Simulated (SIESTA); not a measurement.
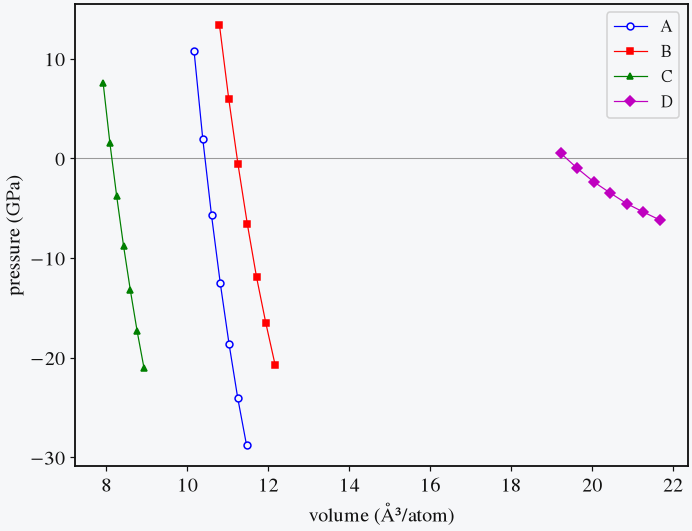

The plot gives the computed pressure against volume, with one curve for each compound, for AgCl, AlN, HfN and TaN (all in space group Fm-3m (No. 225)). The labels are replaced by letters.

Method: DFT in numerical atomic orbitals with pseudopotentials, no spin polarisation; energies at scaled volumes of the given cell, shape and fractions fixed, counted from the fit's minimum, third-order Birch-Murnaghan fit (SIESTA 5.4.2). Level: LDA.

- occupations: Fermi–Dirac
- smearing width: 0.05 eV
- potentials: PseudoDojo 0.4 standard, converted to PSML, two zetas on semicore shells

Q: Which letter stands for which compound?

A: A: TaN; B: HfN; C: AlN; D: AgCl.

Keep in mind: mulliken charges of long orbitals; short basis over semicore shells (TaN, HfN, AgCl).
